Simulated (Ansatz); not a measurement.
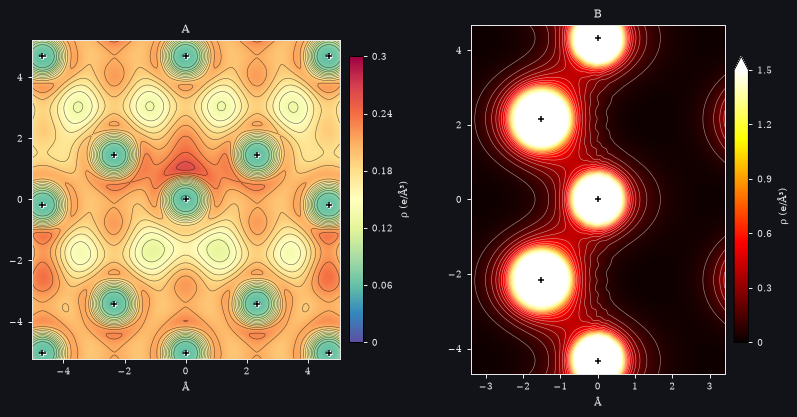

The valence pseudo-density of 2 systems, each on a plane through atoms (crosses mark nuclei in the plane).

Theory: Ansatz 0.2.0, DFT r2SCAN, scalar-relativistic, plane waves, PAW.

System 1: GaSb, the (110) plane of the conventional cell. Space group F-43m.

System 2: Al, the (101) plane of the conventional cell. Space group Cm; a structure from a database of computed crystals, not necessarily the ambient phase; changed on purpose from its base cell (atom 1 (Al) moved -0.200 A towards its neighbour atom 2 (Al) at 2.808 A); not relaxed (largest force 1.2 eV/Å).

**Match each panel to its system.**

Panel A is system 2, Al: the plane holds Al. Al–Al (2.76 Å): ρ at the midpoint is about 0.23 e/Å³. Panel B is system 1, GaSb: the plane holds Ga and Sb. Ga–Sb (2.65 Å): ρ is about 0.43 e/Å³ halfway.
